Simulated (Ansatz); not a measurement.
System: CdS, space group P3m1, 2 atoms in the cell; a = 4.261 Å, c = 5.804 Å (hexagonal axes). The screening parameter of a hybrid of HSE form with 25 % short-range exact exchange is varied; a larger ω cuts the exact exchange off at shorter range. Ansatz 0.2.0; Ansatz PAW, no spin polarisation, no spin-orbit coupling, 4×4×3 k mesh, 420 eV cutoff, Fermi-Dirac smearing of 0.05 eV.

At ω = 0.3 Å⁻¹ the direct gaps are 2.29 eV (Γ) and 4.80 eV (M).

### How does each gap move from ω = 0.1 Å⁻¹ to ω = 0.6 Å⁻¹?

Γ falls by 0.94 eV and M falls by 1.09 eV.

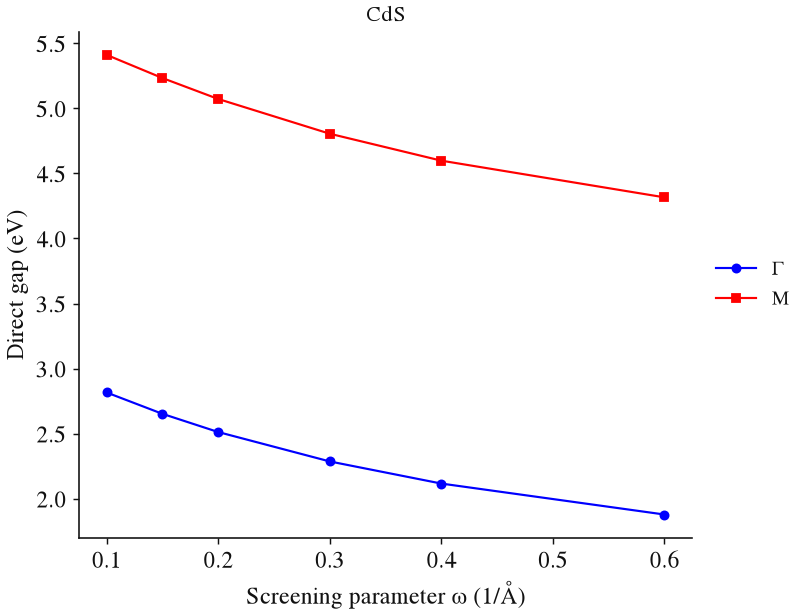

Direct gap at each named k point.

```csv
screening,Γ (eV),M (eV)
ω = 0.1 Å⁻¹,2.82,5.41
ω = 0.15 Å⁻¹,2.65,5.23
ω = 0.2 Å⁻¹,2.51,5.07
ω = 0.3 Å⁻¹,2.29,4.80
ω = 0.4 Å⁻¹,2.12,4.60
ω = 0.6 Å⁻¹,1.88,4.32
```

The k mesh is coarse, so the values aren't converged, least of all with exact exchange. The PAW data sets were made with another functional. The usual form of CdS is wurtzite or zincblende. The mesh misses K and H, where a smaller gap can lie.
